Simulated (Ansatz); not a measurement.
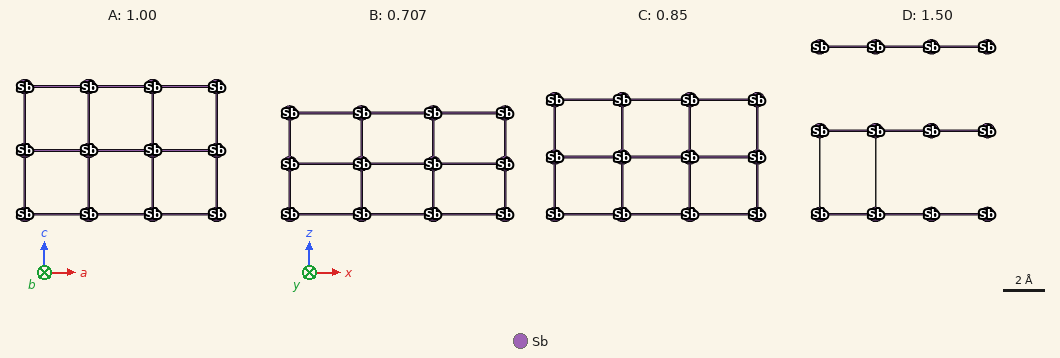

A scan of crystalline Sb (Pm-3m): the ratio of the cell's length along z to its lengths across, counted as 1 for the reference, is changed at fixed volume (a tetragonal or Bain path), with the atoms kept at their fractional coordinates. x, y and z are the Cartesian axes of the input. A ball-and-stick model of the cell of the calculation, repeated 3 × 2 × 2 with one cell outlined, seen along the b axis.

The calculation used Ansatz 0.2.0, DFT PBE, scalar-relativistic, plane waves, PAW. Set-up: plane-wave cutoff 420 eV; k-point mesh 16 × 16 × 16; occupations gaussian; smearing width 0.15 eV; no spin polarisation. Energies (free energies at the smearing named) are counted from the cell as listed in its source, which wasn't relaxed.

Question: Rank the frames from lowest to highest energy.

Answer: Lowest first: A (the relative ratio 1.00, 0 meV/atom), C (the relative ratio 0.85, 197 meV/atom), D (the relative ratio 1.50, 627 meV/atom), B (the relative ratio 0.707, 1082 meV/atom). Over the whole scan: of the computed points the lowest is at the relative ratio 1.00, 0 meV/atom. The unrelaxed reference is under a pressure of −2.5 GPa. The distortion takes the space group from Pm-3m to P4/mmm. At the relative ratio 1.50 the cell of the drawing goes a 3.160 → 2.761 Å, b 3.160 → 2.761 Å, c 3.160 → 4.141 Å.
